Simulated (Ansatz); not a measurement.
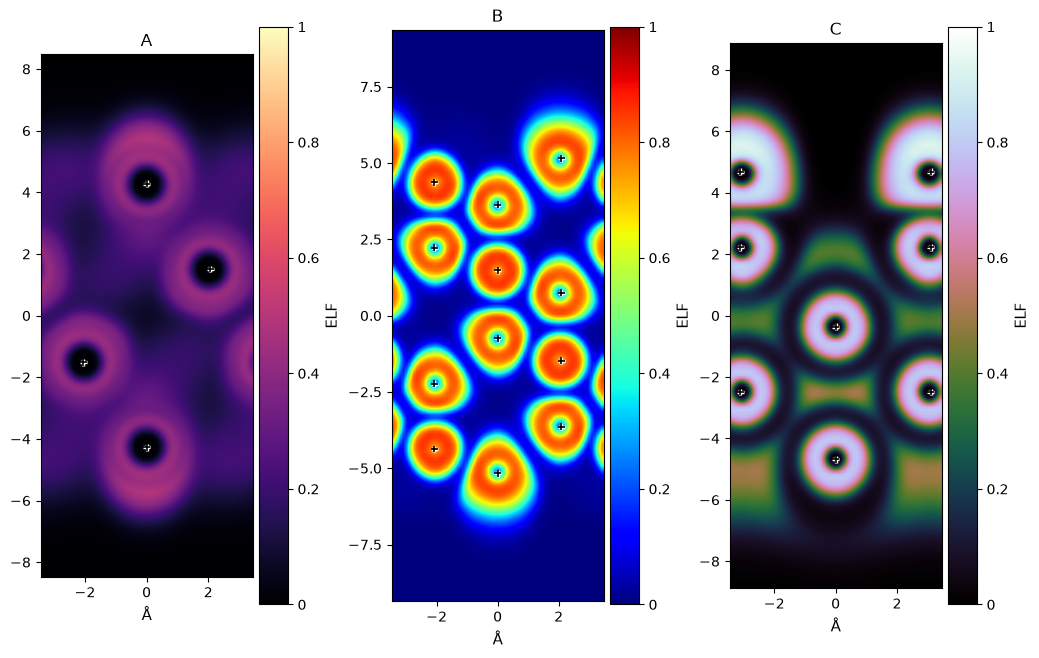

The ELF of 3 systems, each on a plane through atoms (crosses mark nuclei in the plane).

Computed with Ansatz, DFT PBE, scalar-relativistic, plane waves, PAW.

System 1: Pb (slab), the (110) plane of the calculation cell, a cut from vacuum to vacuum. 

```yaml
crystal:
  lattice:
    - [3.56523, 0.00000, 0.00000]
    - [-1.78262, 3.08758, 0.00000]
    - [0.00000, 0.00000, 23.73300]
  atoms:
    - { symbol: Pb, position: [0.66667, 0.33333, 0.31974] }
    - { symbol: Pb, position: [0.33333, 0.66667, 0.43624] }
    - { symbol: Pb, position: [0.00000, 0.00000, 0.56376] }
    - { symbol: Pb, position: [0.66667, 0.33333, 0.68026] }
```

System 2: Eu₄S (slab), the (11̄0) plane of the calculation cell, a cut from vacuum to vacuum. No Hubbard U on the f states and no spin–orbit coupling; spin-polarised.

```cif
data_structure
_symmetry_space_group_name_H-M 'P 1'
_symmetry_Int_Tables_number 1
_cell_length_a 4.3850
_cell_length_b 4.3850
_cell_length_c 25.5775
_cell_angle_alpha 90.000
_cell_angle_beta 90.000
_cell_angle_gamma 90.000
_cell_volume 491.82
loop_
_atom_site_label
_atom_site_type_symbol
_atom_site_fract_x
_atom_site_fract_y
_atom_site_fract_z
_atom_site_occupancy
Eu1 Eu 0.50000 0.50000 0.33232 1
Eu2 Eu 0.00000 0.00000 0.41804 1
Eu3 Eu 0.50000 0.50000 0.50121 1
Eu4 Eu 0.00000 0.00000 0.60247 1
S1 S 0.00000 0.00000 0.69822 1
```

System 3: HfO₂ (slab), the (110) plane of the calculation cell, a cut from vacuum to vacuum. Built by placing these elements on a known structure type.

```yaml
crystal:
  lattice:
    - [3.60456, 0.00000, 0.00000]
    - [-1.80228, 3.12164, 0.00000]
    - [0.00000, 0.00000, 25.30088]
  atoms:
    - { symbol: O, position: [0.00000, 0.00000, 0.29603] }
    - { symbol: Hf, position: [0.66667, 0.33333, 0.32725] }
    - { symbol: O, position: [0.33333, 0.66667, 0.35633] }
    - { symbol: O, position: [0.66667, 0.33333, 0.41201] }
    - { symbol: Hf, position: [0.33333, 0.66667, 0.44139] }
    - { symbol: O, position: [0.00000, 0.00000, 0.47037] }
    - { symbol: O, position: [0.33333, 0.66667, 0.52963] }
    - { symbol: Hf, position: [0.00000, 0.00000, 0.55861] }
    - { symbol: O, position: [0.66667, 0.33333, 0.58799] }
    - { symbol: O, position: [0.00000, 0.00000, 0.64367] }
    - { symbol: Hf, position: [0.66667, 0.33333, 0.67275] }
    - { symbol: O, position: [0.33333, 0.66667, 0.70397] }
```

> Which map belongs to which system?

Panel A is system 1, Pb: the plane holds Pb. Pb–Pb (3.45 Å): the ELF is about 0.25 at the midpoint; no localised pair shows between them. Panel B is system 3, HfO₂: the plane holds O and Hf. Hf–O (2.14 Å): the ELF peaks at about 0.85 in the valence shell of O, 0.6 Å from its nucleus, and drops to about 0.20 between the two atoms; no localised pair shows between them. Panel C is system 2, Eu₄S: the plane holds Eu and S. Eu–S (2.45 Å): the ELF peaks at about 0.85 in the valence shell of S, 0.8 Å from its nucleus, and is about 0.35 at the midpoint.
